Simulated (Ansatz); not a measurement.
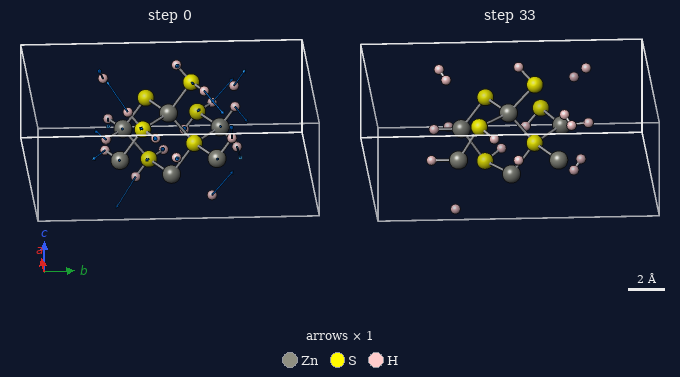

The structure of a wire of composition Zn$_{3}$H$_{8}$S$_{3}$ before (left) and after (right) a relaxation, at one scale. The blue arrows give the displacements (the part carried along by the change of the cell is left out), at their true length.

Style: ball-and-stick. Shown: the cell of the calculation, with the vacuum cut short (origin shifted), from a free direction.

Case: wire along [0 0 1], 12 atoms a period, capped with H.

These are results of Ansatz, DFT PBE, scalar-relativistic, plane waves, PAW, not measurements. Settings: plane-wave cutoff 420 eV; k-point mesh 1 × 1 × 6; occupations gaussian; smearing width 0.05 eV; no spin polarisation; cell relaxed at fixed a, b, alpha, beta, gamma; force threshold 0.02 eV/Å; at most 45 steps.

Question: What changed between the two?

Answer: Over 32 accepted moves (33 points after the start) the energy falls by 11.390 eV per cell of the calculation. Largest force component: 1.7 eV/Å at the start, 0.0066 eV/Å at the end. At 1 point the geometry stayed and the basis and grid were re-selected for the new cell (energy shift of 1.8 meV per cell of the calculation at most each time). The largest moves relative to the centre of the atoms, 2.16 Å, are those of H atoms. By element the largest moves are H 2.16 Å, S 0.27 Å, Zn 0.16 Å. Along the periodic axis the drawn cell goes c 5.443 → 5.476 Å (+0.6 %). Among the contacts that change: H–H 3.087 → 0.752 Å, H–S 1.350 → 3.289 Å, H–Zn 1.550 → 3.265 Å, S–Zn 2.357 → 2.384 Å. New bonds form, among them: H–H (3.09 → 0.75 Å). Bonds break, among them: H–S (1.35 → 3.29 Å), H–Zn (1.55 → 3.26 Å). Bond angles that change, for instance: S–Zn–H 109.5° → 125.1°, S–Zn–H 109.5° → 123.5°, Zn–S–H 109.5° → 96.7°. The run took 17 min on 4 threads of Arm Neoverse V1 (shared host), peak memory 2.5 GiB.
